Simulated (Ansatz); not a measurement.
Cell and atoms:

```yaml
crystal:
  lattice:
    - [4.14075, 0.00000, 0.00000]
    - [0.00000, 2.97608, 0.00000]
    - [0.00000, 0.00000, 4.24256]
  atoms:
    - { symbol: Zn, position: [0.00000, 0.00000, 0.00000] }
    - { symbol: Cu, position: [0.50000, 0.00000, 0.55893] }
    - { symbol: Zn, position: [0.00000, 0.50000, 0.50000] }
    - { symbol: Cu, position: [0.50000, 0.50000, 0.05893] }
```

Summarise the structure in words.

The formula is ZnCu. It belongs to space group Amm2 (No. 38) and has a base-centred orthorhombic lattice. The cell comprises 2 formula units: 2 Zn, 2 Cu. Zn is surrounded by six Cu and four Zn (2.56 to 2.79 Å to Cu, 2.59 Å to Zn). Cu bonds to six Zn and four Cu (2.56 to 2.79 Å to Zn, 2.59 Å to Cu). The bonds build a three-dimensional framework.

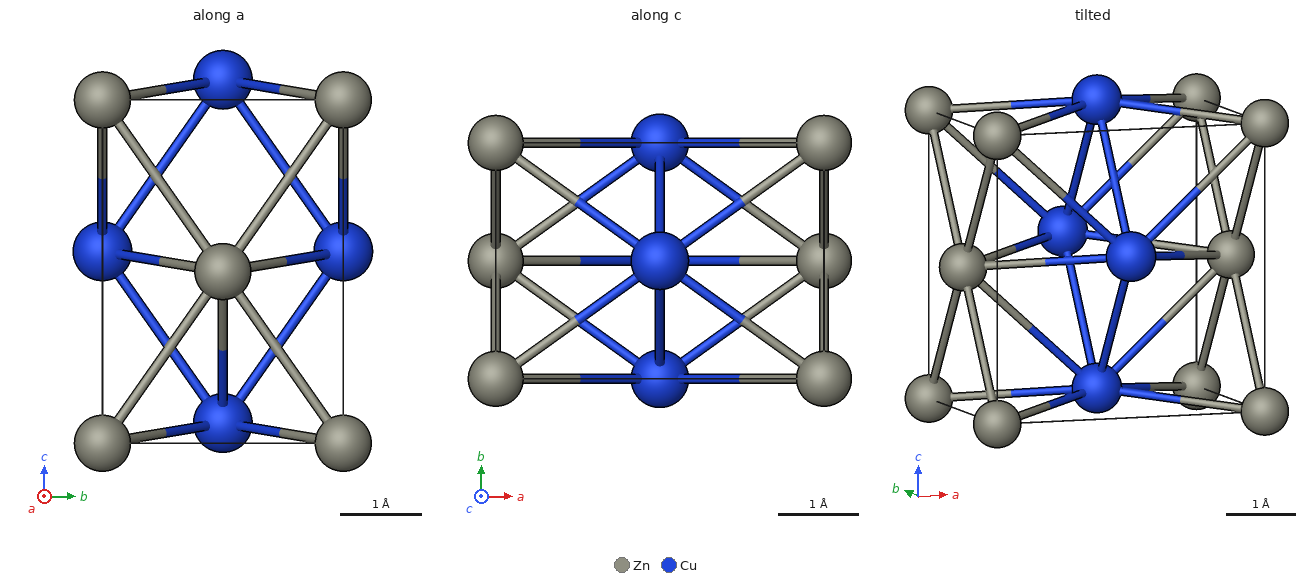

Structure drawing (ball-and-stick), viewed along the a axis, along the c axis and slightly off an axis. The wireframe shows the conventional unit cell. Colours: zinc grey, copper blue.

Its origin is a structure listed in the Materials Project. The cell was then strained or its atoms displaced on purpose. It was run through Ansatz as a DFT input.

At this level of theory the cell isn't at rest (stretched, at -6 GPa), so its distances can differ from those at equilibrium, the more so the softer the solid.
